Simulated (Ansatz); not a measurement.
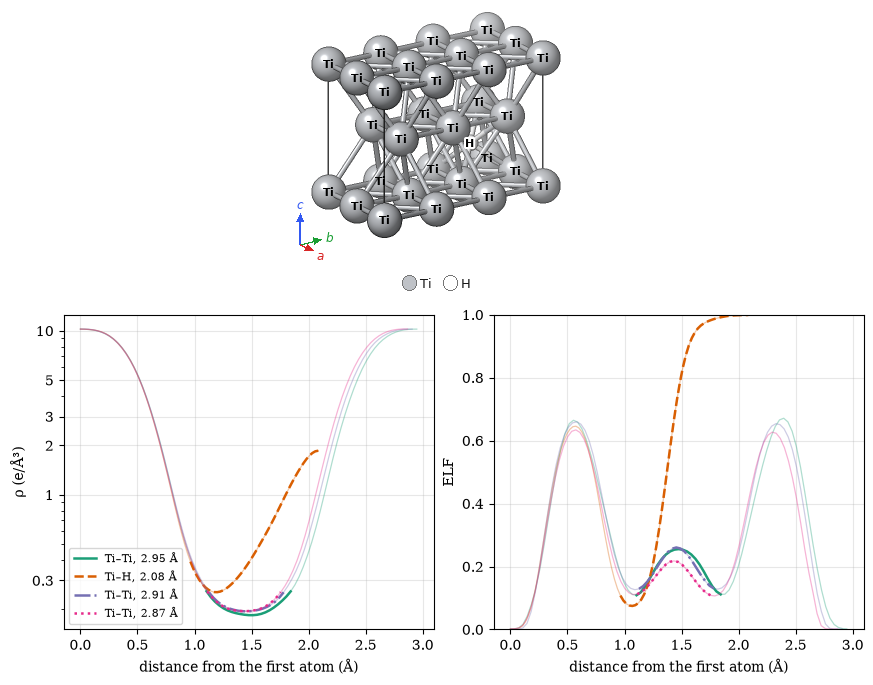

The picture shows: Ti12H (cell with a defect). Valence pseudo-density and ELF along straight lines between neighbouring atoms. Thin, pale parts lie inside the atomic spheres. The structure is drawn too.

Computed without spin polarisation.

Computed with DFT PBE-D3(BJ), scalar-relativistic, plane waves, PAW (Ansatz).

The density is the valence pseudo-density of a PAW calculation; it isn't the true density close to the nuclei.

```
Ti H
1.0
     5.90000    0.00000    0.00000
    -4.42500    7.66432    0.00000
     0.00000    0.00000    4.68460
Ti H
12 1
Direct
  0.00148 0.00256 0.99929
  0.16496 0.22177 0.50245
  0.99776 0.33182 0.99759
  0.16286 0.55095 0.49783
  0.99264 0.66421 0.99765
  0.16182 0.89159 0.49973
  0.50250 0.00418 0.00138
  0.66812 0.22385 0.50111
  0.50059 0.33380 0.99599
  0.66411 0.55317 0.49920
  0.50376 0.66414 0.99886
  0.67474 0.89186 0.50190
  0.33128 0.77794 0.24828
```

**What can be read from the curves?**

Ti–Ti (2.95 Å): ρ is about 0.18 e/Å³ halfway; the ELF is about 0.25 at the midpoint; no shared electron pair shows on this line.
Ti–H (2.08 Å): ρ at the midpoint is about 0.3 e/Å³; the ELF climbs to about 1 towards the hydrogen.
Ti–Ti (2.91 Å): ρ at the midpoint is about 0.19 e/Å³; the ELF is about 0.25 at the midpoint (no shared electron pair shows on this line).
Ti–Ti (2.87 Å): ρ is about 0.19 e/Å³ halfway; the ELF is about 0.20 at the midpoint: no shared electron pair shows on this line.
